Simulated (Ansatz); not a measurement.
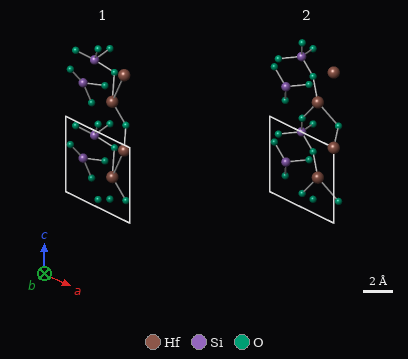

Two geometries of solid HfSiO4 (set up in P1), drawn at one scale. One is the start of a relaxation, the other its converged end. A ball-and-stick model of the cell of the calculation, reduced to other axes, repeated 1 × 1 × 2 with one cell outlined, seen along the b axis. Lengths and directions refer to the drawn axes.

Level of theory: Ansatz, DFT PBE, scalar-relativistic, plane waves, PAW. (plane-wave cutoff 420 eV; k-point mesh 6 × 6 × 6; occupations gaussian; smearing width 0.05 eV; no spin polarisation; atoms relaxed in a fixed cell; force threshold 0.01 eV/Å; at most 80 steps)

Which of the two is the end point?

Answer. Structure 2 is the relaxed one. Case: all atoms moved at random, sigma 0.4 Å for each component, cell strained at random, sigma 0.03; relaxed back. After 7 accepted moves (8 points after the start) the energy has fallen by 32.683 eV per cell of the calculation. Largest force component: 32 eV/Å at the start, 0.0051 eV/Å at the end. 1 step only repeated the SCF at the same geometry. The atom that moves furthest is an O atom (0.79 Å roughly along [−3 −1 −1]). By element the largest moves are O 0.79 Å, Hf 0.70 Å, Si 0.48 Å. The cell doesn't change. Some distances before and after: Hf–O 3.348 → 2.125 Å, O–Si 2.580 → 1.659 Å, Hf–O 1.532 → 2.363 Å, Hf–Hf 2.814 → 3.641 Å. New bonds form, among them: Hf–O (2.73 → 2.12 Å), Hf–O (2.75 → 2.09 Å), Hf–O (3.35 → 2.12 Å), O–Si (2.58 → 1.66 Å). Bond angles that change, for instance: Hf–O–Si 155.1° → 101.3°, O–Si–O 161.3° → 117.4°, O–Si–O 157.3° → 114.5°. The space group (tolerance 0.01 Å) goes from P1 (No. 1) to P-1 (No. 2). The run took 13 min on 2 threads of Arm Neoverse V2, on a shared host, peak memory 0.93 GiB.
